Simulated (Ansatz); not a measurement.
The coordinates of a crystal:

```cif
data_structure
_symmetry_space_group_name_H-M 'P 1'
_symmetry_Int_Tables_number 1
_cell_length_a 5.1786
_cell_length_b 5.1786
_cell_length_c 7.2159
_cell_angle_alpha 90.000
_cell_angle_beta 90.000
_cell_angle_gamma 90.000
_cell_volume 193.52
loop_
_atom_site_label
_atom_site_type_symbol
_atom_site_fract_x
_atom_site_fract_y
_atom_site_fract_z
_atom_site_occupancy
Si1 Si 0.21938 0.21938 0.00000 1
Si2 Si 0.28062 0.71938 0.75000 1
Si3 Si 0.71938 0.28062 0.25000 1
Si4 Si 0.78062 0.78062 0.50000 1
O1 O 0.56586 0.74541 0.66064 1
O2 O 0.43414 0.25459 0.16064 1
O3 O 0.74541 0.56586 0.33936 1
O4 O 0.24541 0.93414 0.91064 1
O5 O 0.25459 0.43414 0.83936 1
O6 O 0.06586 0.75459 0.58936 1
O7 O 0.93414 0.24541 0.08936 1
O8 O 0.75459 0.06586 0.41064 1
```

### Work out the structure from the coordinates.

Formula: SiO₂. Its lattice is primitive tetragonal, its space group P4_32_12 (No. 96). Atoms per cell: 12 (4 Si, 8 O). The polyhedra are SiO4 tetrahedra; they share corners. Si is linked to four O in a tetrahedral arrangement at 1.62 Å. Each O atom is coordinated by two Si in a bent arrangement at 1.62 Å. The bonds build a three-dimensional framework.

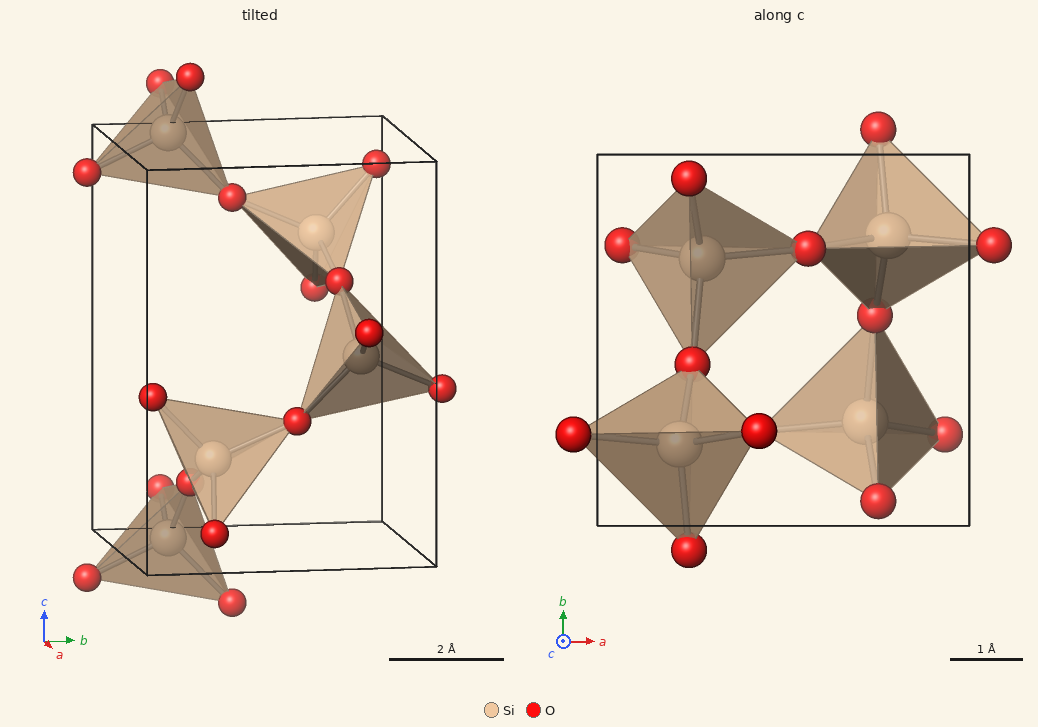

Shown here is a polyhedral view of the crystal, taken slightly off an axis and along the c axis. The conventional unit cell is outlined; an atom on or near a face, edge or corner is repeated at each equivalent position. Some atoms of the next cells are drawn as well. Colours: silicon light orange, oxygen red.

Provenance: a structure listed in the Materials Project. The cell was then strained or its atoms displaced on purpose. The atoms were relaxed in a fixed cell with DFT PBEsol, scalar-relativistic, plane waves, PAW (Ansatz).
